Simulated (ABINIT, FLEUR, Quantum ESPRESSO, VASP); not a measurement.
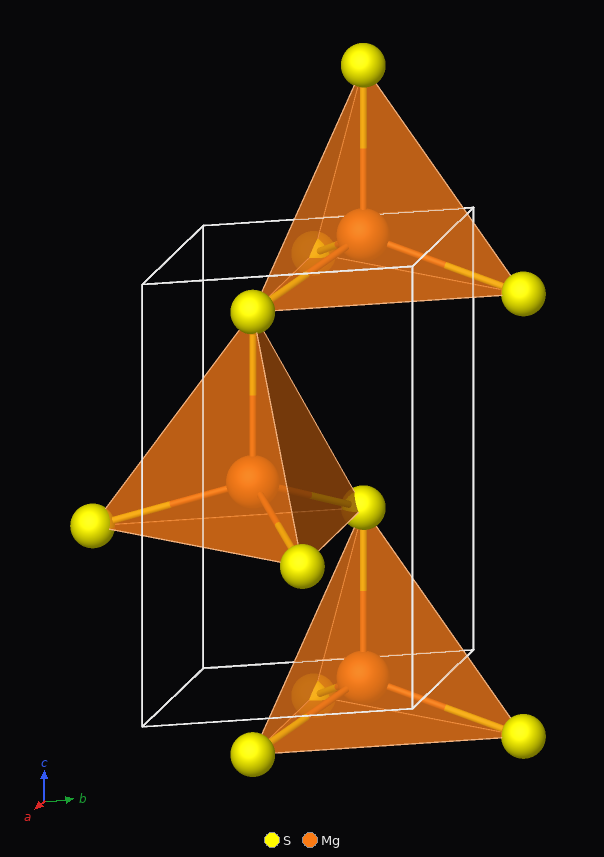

MgS, wurtzite, space group P6₃mc (No. 186), a = 4.035 Å, b = 4.035 Å, c = 6.432 Å, α = 90.00°, β = 90.00°, γ = 120.00° (22.67 Å³/atom). Polyhedral representation of a periodic structure, projected slightly off an axis. The wireframe shows the conventional unit cell. A few atoms beyond the faces are included. The cell is a structure listed in the Materials Project. It needn't be the stable form of this composition.

The cell was scaled uniformly, at fixed shape and fractional positions, in four programs or potential sets. Alike in all runs: functional PBE; k mesh 8 × 8 × 4 on the run's cell of 4 atoms; occupations fermi-dirac, width 0.05 eV; no spin polarisation; no spin-orbit coupling.

Energies from VASP (PBE potentials, release 64 S, Mg):

| volume (Å³/atom) | E − E(lowest point) (meV/atom) |
| --- | --- |
| 21.309 | 25.88 |
| 21.763 | 13.60 |
| 22.216 | 5.46 |
| 22.670 | 1.04 |
| 23.123 | 0.00 |
| 23.576 | 2.02 |
| 24.030 | 6.79 |

Q: What equilibrium volume and bulk modulus do these points give?

A: V0 = 23.04 Å³/atom, B0 = 55.8 GPa and B0′ = 4.1. V0 lies 1.7 % above the volume of the cell as given.

The same fit in all programs:

| program | V0 (Å³/atom) | B0 (GPa) | B0′ |
| --- | --- | --- | --- |
| VASP (PBE potentials, release 64 S, Mg) | 23.04 | 55.8 | 4.1 |
| ABINIT (JTH PAW PBE v2.0) | ? | ? | ? |
| FLEUR (all-electron) | 23.10 | 55.2 | 4.0 |
| Quantum ESPRESSO (SSSP 1.3 efficiency) | 23.02 | 56.1 | 4.1 |

Q: Estimate the row of ABINIT (JTH PAW PBE v2.0).

A: V0 = 23.11 Å³/atom, B0 = 54.7 GPa and B0′ = 4.3. The other rows span 23.02 to 23.10 Å³/atom and 55.2 to 56.1 GPa.

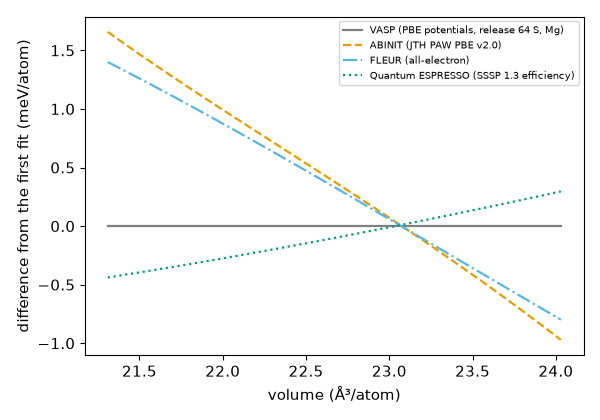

Each fitted curve, counted from its own minimum, less that of VASP (PBE potentials, release 64 S, Mg). With one functional throughout, the spread comes from potentials, basis sets and numerical settings; B0′ is uncertain by a few tenths over so narrow a range.

Caveat: the cell was scaled at fixed shape and fractional positions, which overstates the stiffness of a crystal with free parameters, most of all of layers and chains.
